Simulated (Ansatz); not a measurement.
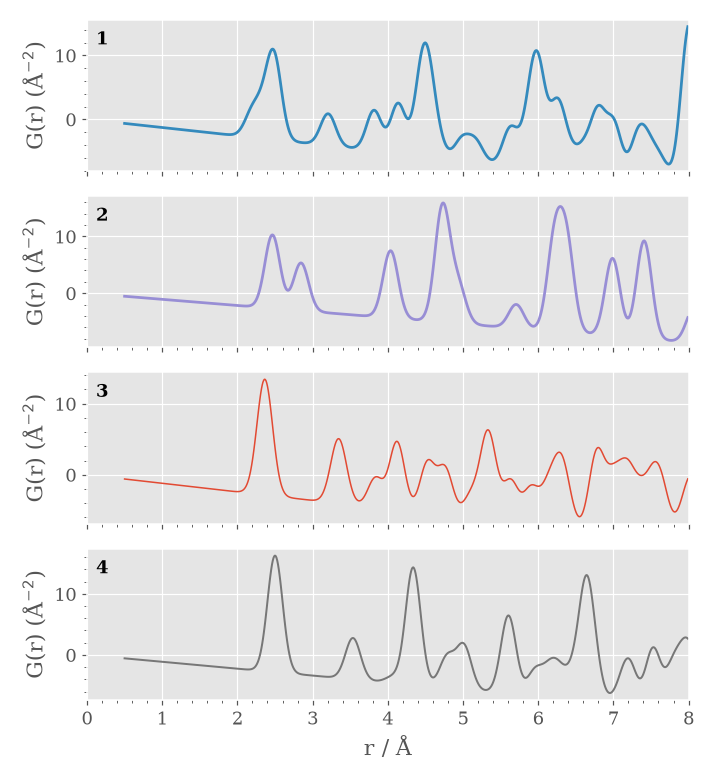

Each curve is a calculated neutron PDF: distances of the static structure, each pair weighted by the product of the tabulated coherent neutron scattering lengths (natural isotope mix where the element has one), broadened by Gaussians with σ = 0.10 Å.

Candidate structures:

A. 
Space group P6_3/mmc (No. 194). a = 2.512 Å, b = 2.512 Å, c = 8.147 Å, α = 90.00°, β = 90.00°, γ = 120.00°
```tsv
atom	site	symmetry	x	y	z
Co	2a	-3m.	0.0000	0.0000	0.0000
Co	2c	-6m2	0.3333	0.6667	0.2500
```

B. 
```
CELL_PARAMETERS angstrom
3.81656 0.00000 0.00000
-1.90828 3.30524 0.00000
0.00000 0.00000 2.33648
ATOMIC_POSITIONS crystal
Co 0.00000 0.00000 0.00000
Co 0.33333 0.66667 0.50000
Co 0.66667 0.33333 0.50000
```

C. 
Space group Cmcm (No. 63). a = 2.380 Å, b = 7.299 Å, c = 2.399 Å, α = 90.00°, β = 90.00°, γ = 90.00°
```tsv
atom	site	symmetry	x	y	z
Co	4c	m2m	0.5000	0.8639	0.7500
```

D. 
```
CELL_PARAMETERS angstrom
2.85362 0.00000 0.00000
0.00000 2.85362 0.00000
0.00000 0.00000 2.85362
ATOMIC_POSITIONS crystal
Co 0.00000 0.00000 0.00000
Co 0.50000 0.50000 0.50000
```

Origins: A, coordinates from a relaxation with Ansatz, DFT, revPBE, plane waves (420 eV) with PAW, scalar-relativistic; the starting structure was generated, so it need not be a known form of this composition; B, the input geometry of an electronic-structure calculation (not necessarily at equilibrium); the starting structure was generated, so it need not be a known form of this composition; C, the input geometry of an electronic-structure calculation (not necessarily at equilibrium); the starting structure was generated, so it need not be a known form of this composition; D, the input geometry of an electronic-structure calculation (not necessarily at equilibrium); the starting structure was generated, so it need not be a known form of this composition.

Question: Match each curve to its structure.

Answer: curve 1 is B (Co, first clear peaks at 2.47 Å (Co–Co) and 3.21 Å (Co–Co)); curve 2 is D (Co, first clear peaks at 2.47 Å (Co–Co) and 2.85 Å (Co–Co)); curve 3 is C (Co, first clear peaks at 2.36 Å (Co–Co) and 3.35 Å (Co–Co)); curve 4 is A (Co, first clear peaks at 2.50 Å (Co–Co) and 3.54 Å (Co–Co)).
